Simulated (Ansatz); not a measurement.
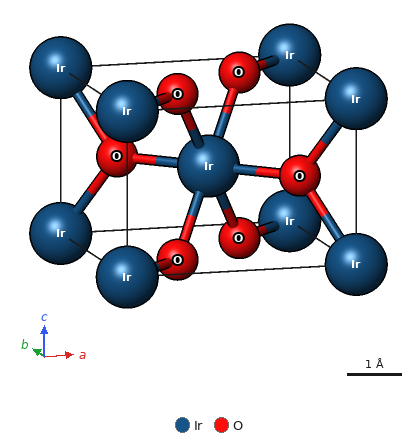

**Figure 1.** The structure as given in the input (ball-and-stick view of the cell of the calculation, seen slightly off an axis).

**Geometry relaxation of IrO$_{2}$**

- system: IrO$_{2}$ (P4₂/mnm, 6 atoms in the cell)
- method: DFT LDA, scalar-relativistic, plane waves, PAW, no spin polarisation (Ansatz 0.2.0)

The structure was made by swapping elements on the sites of another compound; it need not be a known phase. It belongs to a series of runs on one base structure; here: Hf -> Ir on all its sites, cell and atoms relaxed.

**Output**
```
Engine: ansatz 0.2.0, x86_64-unknown-linux-gnu
Pseudopotentials: kind: paw
Pseudopotential: Ir, paw, valence charge 17, recommended cutoff 420 eV (normal), Ir.paw.azcp
Pseudopotential: O, paw, valence charge 6, recommended cutoff 420 eV (normal), O.paw.azcp
Functional definition: SPW92
  exchange = slater_x
  correlation = pw_c
Crystal: 6 atoms, lattice volume = 61.600 Å³
Basis set: ecut = 420 eV, 1195 PW (Γ)
Bands: 35, of which v1, the nominal top of the filled ones, is band 29 counted from 1 (28 counted from 0)
Symmetry: 16 space group operations
Space group: P42/mnm (ITA 136), of the structure as read, at distance tolerance 3.9e-5 Å
k-points: 105 of 768
Non-local potential: Ir, projectors of the file, l = 0: 3, l = 1: 2, l = 2: 2, l = 3: 1
Non-local potential: O, projectors of the file, l = 0: 2, l = 1: 2, l = 2: 1
PAW form: soft (Blöchl's): semilocal exchange-correlation on the pseudo side does not see the compensation charge
PAW frozen core: Ir, regenerated for the run's functional, and the local potential with it (the file was generated under x = pbe(κ = 0.804, μ = 0.2195149727645171), c = pbe(β = 0.06672455060314922))
PAW frozen core: O, regenerated for the run's functional, and the local potential with it (the file was generated under x = pbe(κ = 0.804, μ = 0.2195149727645171), c = pbe(β = 0.06672455060314922))
PAW one-centre angular grid: Ir, 590 points (default); XC on 64 Gauss nodes
PAW one-centre angular grid: O, 110 points (default); XC on 64 Gauss nodes
Initial density: superposition of atomic densities (neutral atoms: chi_scale 0, normalization atom), corrected by the library's trained network
Initial wavefunctions: pseudopotential atomic-orbital guess
Functional: x = slater, c = lda
SCF iter   1: F=—  HF=-25543.252663 eV  |F-HF|=—  |Δ(HF+E_count)|=         —  Δρ=1.98e-2  dr2=1.99e-1  ethr=1.77e-3  ⟨swp⟩=5.6  Hψ=13864  notcnv=0  defer=8
preconditioner: auto → LDOS  [metal: Δε(μ)=0.036 eV  Ē_g=11.354 eV  σ=0.100 eV  W_gap=0.20  n_scr=18 (ndim 8)  ℏωp=30.7 eV  f_vac=0.024  D(μ)=2.34/eV (n_scr^D=18)  β→1.0]
SCF iter   2: F=—  HF=-25543.217011 eV  |F-HF|=—  |Δ(HF+E_count)|=   3.57e-2  Δρ=1.16e-2  dr2=3.16e-2  ethr=3.43e-4  ⟨swp⟩=2.0  Hψ=7154  notcnv=0  defer=115
SCF iter   3: F=—  HF=-25543.206413 eV  |F-HF|=—  |Δ(HF+E_count)|=   1.06e-2  Δρ=3.43e-3  dr2=5.68e-3  ethr=5.45e-5  ⟨swp⟩=2.0  Hψ=6273  notcnv=0  defer=115
SCF iter   4: F=—  HF=-25543.205119 eV  |F-HF|=—  |Δ(HF+E_count)|=   1.29e-3  Δρ=7.49e-4  dr2=2.93e-4  ethr=9.80e-6  ⟨swp⟩=2.2  Hψ=5201  notcnv=0  defer=115
SCF iter   5: F=—  HF=-25543.205047 eV  |F-HF|=—  |Δ(HF+E_count)|=   7.19e-5  Δρ=1.21e-4  dr2=4.92e-6  ethr=5.05e-7  ⟨swp⟩=2.2  Hψ=5519  notcnv=0  defer=115
SCF iter   6: F=—  HF=-25543.205048 eV  |F-HF|=—  |Δ(HF+E_count)|=   1.26e-6  Δρ=1.63e-5  dr2=6.52e-8  ethr=1.72e-10  ⟨swp⟩=8.2  Hψ=18198  notcnv=0
SCF iter   7: F=-25543.205048 eV  HF=-25543.205048 eV  |F-HF|=3.25e-9  |Δ(HF+E_count)|=   3.99e-9  Δρ=3.14e-6  dr2=4.86e-9  ethr=1.12e-10  ⟨swp⟩=2.0  Hψ=12552  notcnv=0
SCF 1 converged in 7 iterations: F = -25543.205048 eV  dr2 = 4.86e-9
  greatest PAW one-centre occupation: 1.000 electrons in one spin orbital (limit 2), on the Ir atom at site 1 (counted from 0), in its partial waves of l = 0
relax step   1: F+E_penalty+E_count = -25543.20504800 eV  Δ(F+E_penalty+E_count) = +0.000e0 eV  max|allowed force component| = 2.299e-2 eV/Å  Δτ_max = 0.0000 Å  P = +0.132 GPa  Ω = 61.600 Å³  (7 SCF iters, dr2 threshold 1.00e-7 eV, accepted)
Crystal: 6 atoms, lattice volume = 61.632 Å³
Initial density: handed on by an earlier stage of this run
Initial wavefunctions: those handed on with the density
iter 1 solved again at ethr=2.70e-8 eV; its pass at ethr=3.10e-3 eV (dr2=1.56e-5 eV) is discarded
SCF iter   1: F=—  HF=-25543.204945 eV  |F-HF|=—  |Δ(HF+E_count)|=         —  Δρ=3.57e-4  dr2=2.53e-5  ethr=2.70e-8  ⟨swp⟩=3.1  Hψ=16118  notcnv=0
preconditioner: auto → LDOS  [metal: Δε(μ)=0.027 eV  Ē_g=11.393 eV  σ=0.100 eV  W_gap=0.15  n_scr=18 (ndim 8)  ℏωp=30.7 eV  f_vac=0.016  D(μ)=2.31/eV (n_scr^D=18)  β→1.0]
SCF iter   2: F=—  HF=-25543.204941 eV  |F-HF|=—  |Δ(HF+E_count)|=   3.65e-6  Δρ=1.58e-4  dr2=9.14e-6  ethr=2.70e-8  ⟨swp⟩=2.0  Hψ=6722  notcnv=0
SCF iter   3: F=—  HF=-25543.204937 eV  |F-HF|=—  |Δ(HF+E_count)|=   3.70e-6  Δρ=2.16e-5  dr2=1.19e-7  ethr=1.58e-8  ⟨swp⟩=2.0  Hψ=6297  notcnv=0
SCF iter   4: F=-25543.204937 eV  HF=-25543.204937 eV  |F-HF|=3.25e-9  |Δ(HF+E_count)|=   3.79e-8  Δρ=3.48e-6  dr2=4.33e-9  ethr=1.01e-10  ⟨swp⟩=4.2  Hψ=12387  notcnv=0
SCF 2 converged in 4 iterations: F = -25543.204937 eV  dr2 = 4.33e-9
relax step   2: F+E_penalty+E_count = -25543.20493715 eV  Δ(F+E_penalty+E_count) = +1.108e-4 eV  max|allowed force component| = 5.011e-3 eV/Å  Δτ_max = 0.0013 Å  P = +0.016 GPa  Ω = 61.632 Å³  energy of the carried Pulay correction = -2.118e-4 eV  (4 SCF iters, dr2 threshold 5.87e-8 eV, accepted)
Crystal: 6 atoms, lattice volume = 61.633 Å³
iter 1 solved again at ethr=6.59e-10 eV; its pass at ethr=3.10e-3 eV (dr2=3.82e-7 eV) is discarded
SCF iter   1: F=—  HF=-25543.204936 eV  |F-HF|=—  |Δ(HF+E_count)|=         —  Δρ=5.10e-5  dr2=6.61e-7  ethr=6.59e-10  ⟨swp⟩=3.0  Hψ=17637  notcnv=0
preconditioner: auto → LDOS  [metal: Δε(μ)=0.028 eV  Ē_g=11.392 eV  σ=0.100 eV  W_gap=0.16  n_scr=18 (ndim 8)  ℏωp=30.7 eV  f_vac=0.016  D(μ)=2.31/eV (n_scr^D=18)  β→1.0]
SCF iter   2: F=—  HF=-25543.204936 eV  |F-HF|=—  |Δ(HF+E_count)|=   1.20e-7  Δρ=2.02e-5  dr2=2.00e-7  ethr=6.59e-10  ⟨swp⟩=2.0  Hψ=6518  notcnv=0
SCF iter   3: F=-25543.204936 eV  HF=-25543.204936 eV  |F-HF|=2.50e-9  |Δ(HF+E_count)|=   8.84e-8  Δρ=3.08e-6  dr2=3.59e-9  ethr=5.98e-11  ⟨swp⟩=3.0  Hψ=15365  notcnv=0
SCF 3 converged in 3 iterations: F = -25543.204936 eV  dr2 = 3.59e-9
relax step   3: F+E_penalty+E_count = -25543.20493579 eV  Δ(F+E_penalty+E_count) = +1.360e-6 eV  max|allowed force component| = 6.405e-4 eV/Å  Δτ_max = 0.0001 Å  P = -0.012 GPa  Ω = 61.633 Å³  energy of the carried Pulay correction = -2.190e-4 eV  (3 SCF iters, dr2 threshold 3.47e-8 eV, accepted)
Initial wavefunctions: pseudopotential atomic-orbital guess (no wavefunctions were taken with the density)
iter 1 solved again at ethr=7.13e-8 eV; its pass at ethr=3.10e-3 eV (dr2=4.14e-5 eV) is discarded
SCF iter   1: F=—  HF=-25543.205039 eV  |F-HF|=—  |Δ(HF+E_count)|=         —  Δρ=6.12e-6  dr2=6.42e-9  ethr=7.13e-8  ⟨swp⟩=3.3  Hψ=23524  notcnv=0
eigensolver tolerance schedule: the retry pair's looser diagonalisation over-reported the residual by 6438.73 of it (diagonalisation noise at 0.17 of the residual, at the tolerance the schedule requests for it); recorded, not acted on — ethr = c·dr2/N_el stays at c = 1.0e-1
SCF iter   2: F=—  HF=-25543.205036 eV  |F-HF|=—  |Δ(HF+E_count)|=   3.55e-6  Δρ=2.70e-6  dr2=3.28e-9  ethr=1.11e-11  ⟨swp⟩=3.0  Hψ=7924  notcnv=0
SCF iter   3: F=-25543.205036 eV  HF=-25543.205036 eV  |F-HF|=1.46e-11  |Δ(HF+E_count)|=   1.25e-9  Δρ=4.04e-7  dr2=2.14e-11  ethr=1.00e-12  ⟨swp⟩=3.7  Hψ=17295  notcnv=0
SCF 4 converged in 3 iterations: F = -25543.205036 eV  dr2 = 2.14e-11
relax step   4: F+E_penalty+E_count = -25543.20503594 eV  Δ(F+E_penalty+E_count) = -1.002e-4 eV  max|allowed force component| = 6.505e-4 eV/Å  Δτ_max = 0.0000 Å  P = -0.006 GPa  Ω = 61.633 Å³  stress off target by 7.70e-2 GPa  SCF on the basis re-selected at this cell (its energy is not comparable with the rows above)  (3 SCF iters)
```

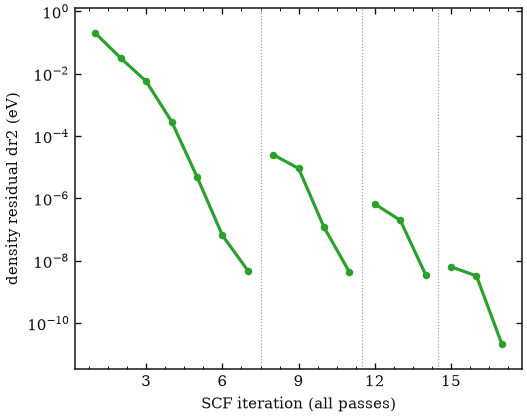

**Figure 2.** Convergence of the self-consistent field: density residual dr2 against the SCF iteration. The dotted lines part the SCF passes of the relaxation: geometry steps, rejected trials and re-solves on a re-selected basis. The passes take 7, 4, 3 and 3 iterations.

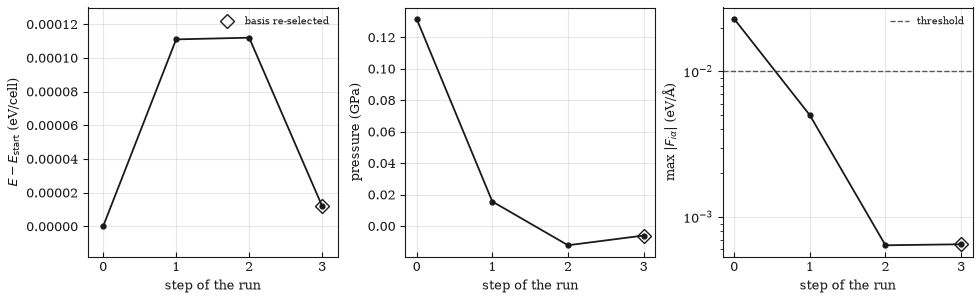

**Figure 3.** Progress of the relaxation, step by step (the first geometry is step 0 here and step 1 in the log). No atom moves by more than 0.005 Å relative to the cell. The energy rises by 0.1 meV per cell of the calculation in 2 geometry steps. Largest force component: 0.023 eV/Å at the start, 0.00065 eV/Å at the end. The pressure goes from 0.13 to −0.01 GPa. A last SCF at the same geometry on a re-selected plane-wave basis shifts the energy by −0.1 meV per cell of the calculation.

```
basis re-selected at this cell: Δ(F+E_penalty+E_count) = -1.002e-4 eV, ΔP = +0.006 GPa vs the last step (what re-selecting the basis moved, of the pressure what is left beyond the Pulay correction that the steps carried, after the strain that the cell walked since its last selection, with what the two solves' SCF thresholds leave and, on support functions, any second-order correction that the steps lacked; it is no measure of the basis error at this ecutwfc). This SCF's stress stands 7.70e-2 GPa from its target on what of the cell is left free (relax.cell.stress_tol is 1.00e-1 GPa) and its largest allowed force component is 6.50e-4 eV/Å (relax.f_tol is 1.00e-2 eV/Å): within both
SCF converged after 3 iterations
Free energy (F): -25543.205036 eV
Harris-Foulkes:  -25543.205036 eV  (|F-HF|=1.46e-11)
Internal energy: -25543.193498 eV  (E = F + TS)
E sigma→0 (E₀):  -25543.199267 eV
Entropy (-TS):   -0.011538 eV (-1.923 meV/atom)
Fermi energy:    15.014958 eV
--- Per-component energies (eV) ---
  E_band       = -438.958835
  E_kinetic    = 1942.193768
  E_local      = -4361.902251  (includes V_loc(G=0)·N_el)
  E_nonlocal   = 361.156100
  E_hartree    = 1604.601429
  E_xc         = -818.237245
  E_vxc        = -966.702023  (∫ρ·V_xc dr)
  E_paw        = -18495.023520  (= ΣΔE_a)
  E_vpaw       = -622.917573  (= ΣTr[D̂ρ^β])
  E_aug_tail   = 0.010273  (compensation charges beyond the density's cutoff)
  E_ewald      = -5777.202942
  E_core_change = 1.210890  (= ΣΔE_core)
  E_smearing   = -0.011538  (= −TS)
  E_closure    = -0.000000  (closes the sum)
  Σ components = -25543.205036   (vs F -25543.205036, Δ=0.00e0)
--- Forces (eV/Å), atoms counted from 1 ---
  atom   1  Ir     0.00000000    -0.00000000     0.00000000
  atom   2  Ir     0.00000000     0.00000000     0.00000000
  atom   3  O     -0.00065047     0.00065047     0.00000000
  atom   4  O      0.00065047     0.00065047     0.00000000
  atom   5  O     -0.00065047    -0.00065047     0.00000000
  atom   6  O      0.00065047    -0.00065047     0.00000000
  max |Σ_I F_I| component: 1.39e-17 eV/Å
--- Stress (GPa, compression-positive) ---
        0.029531       0.000000       0.000000
        0.000000       0.029531       0.000000
        0.000000       0.000000      -0.077007
  P = ⅓ Tr σ = -0.0060 GPa (-0.060 kbar)
--- Band table (eV; the first three rows and the last of 105) ---
  k-point 0: bands = ["-78.5549", "-78.5528", "-35.4982", "-35.4982", "-35.3983", "-35.3783", "-35.2113", "-35.2113", "-6.4394", "-5.1192", "-3.8244", "-3.8244", "4.6492", "4.8684", "6.5410", "6.5410", "6.5951", "9.4950", "9.8229", "9.8229", "11.1436", "11.8585", "11.8585", "12.2833", "12.4459", "12.4459", "12.5117", "12.5660", "12.7308", "15.9656", "16.3631", "19.3459", "19.3685", "19.3685", "20.9878"]
  k-point 1: bands = ["-78.5546", "-78.5527", "-35.4976", "-35.4976", "-35.4064", "-35.3872", "-35.2102", "-35.2102", "-6.3644", "-5.0750", "-3.8714", "-3.8714", "4.7485", "4.9418", "6.5980", "6.5980", "6.6701", "9.2042", "9.8869", "9.8869", "10.6712", "11.3627", "11.3627", "12.3684", "12.6132", "12.6194", "12.8187", "12.9515", "12.9515", "16.1333", "16.2861", "19.1554", "19.1554", "19.5450", "20.8222"]
  k-point 2: bands = ["-78.5539", "-78.5522", "-35.4956", "-35.4956", "-35.4286", "-35.4114", "-35.2073", "-35.2073", "-6.1512", "-4.9584", "-3.9970", "-3.9970", "5.0374", "5.1492", "6.7571", "6.7571", "6.8930", "8.5357", "9.8438", "10.0409", "10.0409", "10.7255", "10.7255", "11.9597", "12.7818", "12.9400", "13.0470", "13.6351", "13.6351", "16.0635", "16.5671", "18.6800", "18.6800", "19.8739", "20.5874"]
  k-point 104: bands = ["-78.5506", "-78.5506", "-35.5139", "-35.5139", "-35.4885", "-35.4885", "-35.1958", "-35.1958", "-4.6764", "-4.6764", "-4.6016", "-4.6016", "6.2928", "6.2928", "6.6339", "6.6339", "7.1743", "7.1743", "9.0663", "9.0663", "10.4159", "10.4159", "11.5476", "11.5476", "13.0874", "13.0874", "13.6885", "13.6885", "14.4998", "14.4998", "17.3540", "17.3540", "18.4051", "18.4051", "23.8558"]
--- Relaxed structure (3 steps of the walk, 3 accepted, 1 SCFs on fresh bases) ---
  F+E_penalty+E_count = -25543.20503594 eV   max|allowed force component| = 6.505e-4 eV/Å   (the final SCF, on the basis selected at the relaxed cell)
  cell:  # Å, volume = 61.6334 Å³
    - [4.43304336248853, 2.025735820708488e-35, 0.0]
    - [6.75245273569496e-36, 4.43304336248853, 0.0]
    - [0.0, 0.0, 3.1362606254977687]
  atoms:
    - { symbol: Ir, position: [5.097660744302877e-22, 4.078128595442364e-21, 0.0] }
    - { symbol: Ir, position: [0.5, 0.5, 0.5] }
    - { symbol: O, position: [0.19098148167318246, 0.8090185183268175, 0.5] }
    - { symbol: O, position: [0.30901851832681765, 0.30901851832681765, 0.0] }
    - { symbol: O, position: [0.6909814816731824, 0.6909814816731824, 0.0] }
    - { symbol: O, position: [0.8090185183268175, 0.19098148167318246, 0.5] }
```

**Trajectory as extended XYZ (Å, eV, eV/Å), 4 frames, from step=1 to step=4**
```
6
Lattice="4.4310 0.0000 0.0000 0.0000 4.4310 0.0000 0.0000 0.0000 3.1375" Properties=species:S:1:pos:R:3:forces:R:3 step=1 energy=-25543.20505 pressure_GPa=0.13
Ir    0.0000    0.0000    0.0000    0.0000   0.0000   0.0000
Ir    2.2155    2.2155    1.5688    0.0000   0.0000   0.0000
O     0.8453    3.5857    1.5688    0.0230  -0.0230   0.0000
O     1.3702    1.3702    0.0000   -0.0230  -0.0230   0.0000
O     3.0608    3.0608    0.0000    0.0230   0.0230   0.0000
O     3.5857    0.8453    1.5688   -0.0230   0.0230   0.0000
6
Lattice="4.4334 0.0000 0.0000 0.0000 4.4334 0.0000 0.0000 0.0000 3.1356" Properties=species:S:1:pos:R:3:forces:R:3 step=2 energy=-25543.20494 pressure_GPa=0.02
Ir    0.0000    0.0000    0.0000    0.0000   0.0000   0.0000
Ir    2.2167    2.2167    1.5678    0.0000   0.0000   0.0000
O     0.8466    3.5868    1.5678    0.0050  -0.0050   0.0000
O     1.3701    1.3701    0.0000   -0.0050  -0.0050   0.0000
O     3.0634    3.0634    0.0000    0.0050   0.0050   0.0000
O     3.5868    0.8466    1.5678   -0.0050   0.0050   0.0000
6
Lattice="4.4330 0.0000 0.0000 0.0000 4.4330 0.0000 0.0000 0.0000 3.1363" Properties=species:S:1:pos:R:3:forces:R:3 step=3 energy=-25543.20494 pressure_GPa=-0.01
Ir    0.0000    0.0000    0.0000    0.0000   0.0000   0.0000
Ir    2.2165    2.2165    1.5681    0.0000   0.0000   0.0000
O     0.8466    3.5864    1.5681   -0.0006   0.0006   0.0000
O     1.3699    1.3699    0.0000    0.0006   0.0006   0.0000
O     3.0632    3.0632    0.0000   -0.0006  -0.0006   0.0000
O     3.5864    0.8466    1.5681    0.0006  -0.0006   0.0000
6
Lattice="4.4330 0.0000 0.0000 0.0000 4.4330 0.0000 0.0000 0.0000 3.1363" Properties=species:S:1:pos:R:3:forces:R:3 step=4 energy=-25543.20504 pressure_GPa=-0.01
Ir    0.0000    0.0000    0.0000    0.0000   0.0000   0.0000
Ir    2.2165    2.2165    1.5681    0.0000   0.0000   0.0000
O     0.8466    3.5864    1.5681   -0.0006   0.0006   0.0000
O     1.3699    1.3699    0.0000    0.0006   0.0006   0.0000
O     3.0632    3.0632    0.0000   -0.0006  -0.0006   0.0000
O     3.5864    0.8466    1.5681    0.0006  -0.0006   0.0000
```

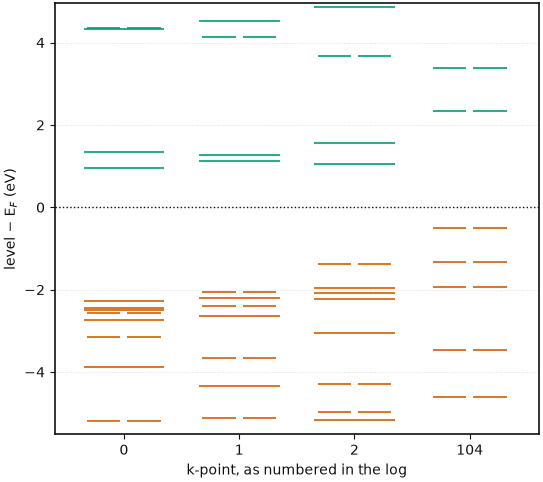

**Figure 4.** Kohn–Sham levels near the Fermi level (dotted) at the few k-points that the log prints; levels within 0.02 eV of each other stand side by side. The system is metallic on the full mesh.

The run was set up as follows.

**The input**
```yaml
crystal:
  lattice:
    - [4.4309628265, 0.0, 0.0]
    - [0.0, 4.4309628265, 0.0]
    - [0.0, 0.0, 3.1375089222]
  atoms:
    - { symbol: Ir, position: [0.0, 0.0, 0.0] }
    - { symbol: Ir, position: [0.5, 0.5, 0.5] }
    - { symbol: O, position: [0.1907675571, 0.8092324429, 0.5] }
    - { symbol: O, position: [0.3092324429, 0.3092324429, 0.0] }
    - { symbol: O, position: [0.6907675571, 0.6907675571, 0.0] }
    - { symbol: O, position: [0.8092324429, 0.1907675571, 0.5] }
basis:
  ecutwfc: 420
kpoints:
  mp_grid: { grid: [8, 8, 12] }
hamiltonian:
  xc: lda
scf:
  occupations: { method: gaussian, width: 0.1 }
output:
  forces: true
  stress: true
  eigenvalues: true
relax:
  adjacent_minimum: "off"
  f_tol: 0.01
  max_steps: 60
  cell: { stress_tol: 0.1 }
```

Command:
```bash
ansatz run input.yaml --threads 1 --pin off --max-ram 2560MiB --backend cpu --events-out ev --progress --plain --runs-dir out
```

**Results in brief**

- outcome: converged
- space group (tolerance 0.01 Å): P4₂/mnm (136)
- electrons treated: 58
- free energy: −25543.2050 eV
- Fermi energy: 15.015 eV
- gap on the k-point mesh: none (metallic)
- pressure: −0.01 GPa
- final volume: 61.63 Å³
- largest force (length of the vector) at the end: 0.001 eV/Å
- final cell: a = 4.433 Å, b = 4.433 Å, c = 3.136 Å, α = 90.00°, β = 90.00°, γ = 90.00°
- hardware: 1 thread of Oxide Virtual Turin-like (Zen 5), 32 GiB of memory available, shared host
- wall time: 35 s
- peak memory: 0.5 GiB

**Remarks**

Spin–orbit coupling is left out, which matters for Ir.
